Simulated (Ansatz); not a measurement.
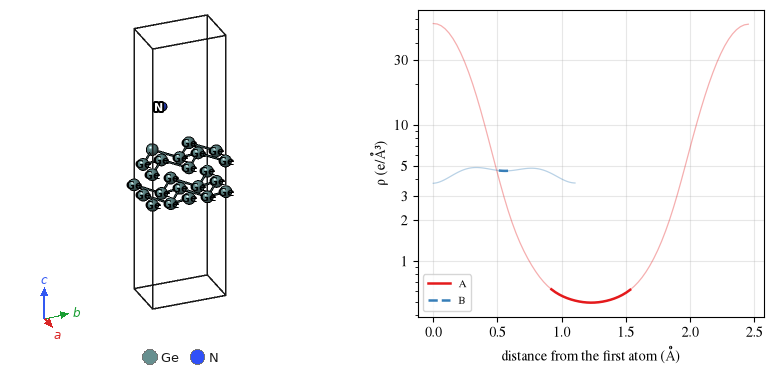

Figure 1: Ge₈N (slab). Valence pseudo-density along straight lines between neighbouring atoms. Thin, pale parts lie inside the atomic spheres. The structure is drawn too.

Level of theory: DFT PBE+D3(BJ), scalar-relativistic, plane waves, PAW in Ansatz 0.2.0.

Core electrons are frozen (PAW), and the valence fields are smoothed inside the atomic spheres.

```
Ge N
1.0
     8.06015    0.00000    0.00000
    -4.03007    6.98029    0.00000
     0.00000    0.00000   22.11318
Ge N
16 2
Direct
  0.66667 0.33333 0.36178
  0.66667 0.83333 0.36178
  0.16667 0.33333 0.36178
  0.16667 0.83333 0.36178
  0.50000 0.50000 0.39898
  0.50000 0.00000 0.39898
  0.00000 0.50000 0.39898
  0.00000 0.00000 0.39898
  0.99393 0.49756 0.51644
  0.99394 0.99694 0.51653
  0.49423 0.49749 0.51649
  0.49375 0.99697 0.51638
  0.82737 0.66388 0.55215
  0.82723 0.16395 0.55134
  0.32734 0.66395 0.55180
  0.32763 0.16399 0.55163
  0.11772 0.35855 0.69038
  0.20137 0.28617 0.69812
```

Q: Which curve belongs to which contact (Ge–Ge and N–N)? The first atom named is at distance zero.

A: Curve A: Ge–Ge (2.45 Å): ρ at the midpoint is about 0.49 e/Å³. Curve B: N–N (1.10 Å): ρ at the midpoint is about 4.6 e/Å³.
